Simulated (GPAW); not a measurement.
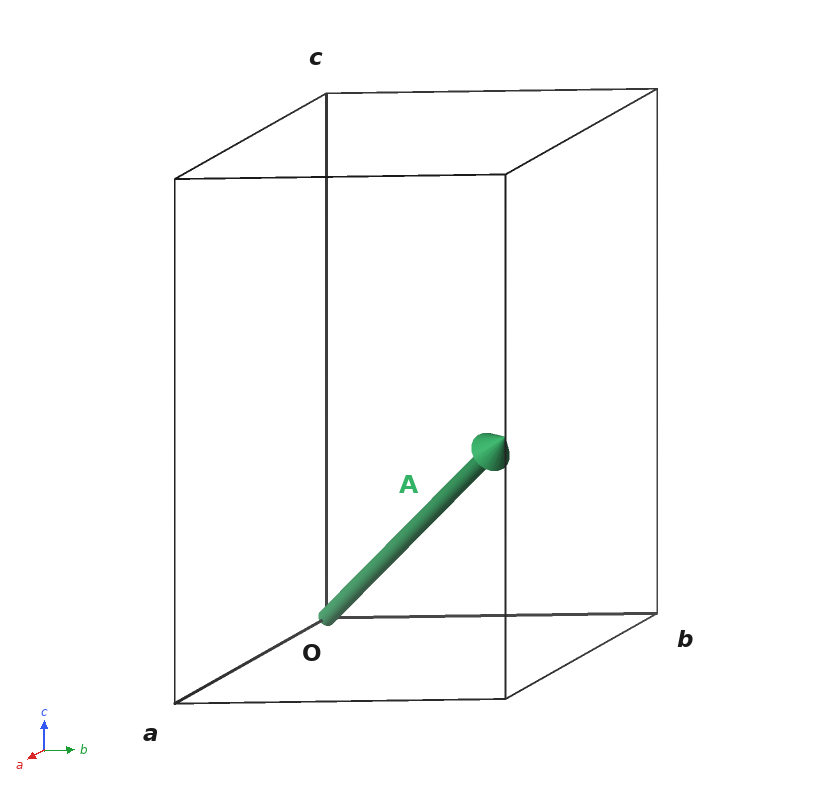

For BN, a cell listed in the Materials Project, as set up for an electronic-structure calculation: the arrow starts at a corner of the unit cell and ends on its surface; where a tip isn't a corner, dashed lines run from it parallel to the axes. Geometry calculated from the standardised cell; symmetry tolerance 0.002 Å.

a = 2.554 Å, b = 2.554 Å, c = 4.227 Å, α = 90.00°, β = 90.00°, γ = 120.00°.

> Give [uvw] of the arrow.

Arrow A runs from (0, 0, 0) to (1, 1, 1/2), so [2 2 1], in four indices [2 2 −4 3].

> How long is the vector ua + vb + wc?

6.630 Å.

> In P6_3mc, No. 186, how many directions are equivalent to A (Laue class 6/mmm, both senses counted)?

12.
